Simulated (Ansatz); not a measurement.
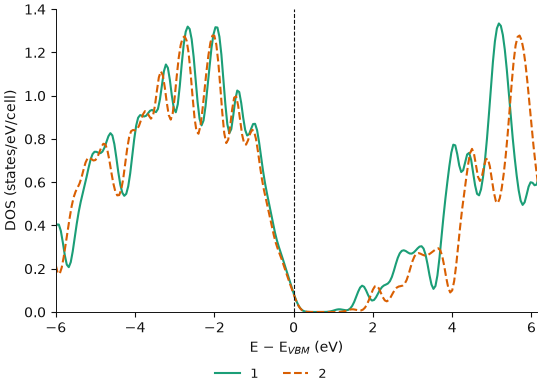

Total densities of states of SiC, space group I-4m2, 2 atoms in the cell, zincblende type, uniaxial (z) strain +5.0%, by two methods on the same cell. The curves are built from the levels of the k mesh with Gaussians 0.3 eV wide, which also blur the band edges. Each is counted from its own valence-band top.

Which curve is which? The methods: PBE, r2SCAN.

Answer. 1 is PBE; 2 is r2SCAN. PBE gives a gap of 1.15 eV and r2SCAN gives a gap of 1.48 eV.

Settings. PBE: DFT, PBE, plane waves, PAW, no spin polarisation, 10×10×10 k mesh, 420 eV cutoff (Ansatz 0.2.0). r2SCAN: DFT, r2SCAN, plane waves, PAW, no spin polarisation, 10×10×10 k mesh, 500 eV cutoff (Ansatz 0.2.0).
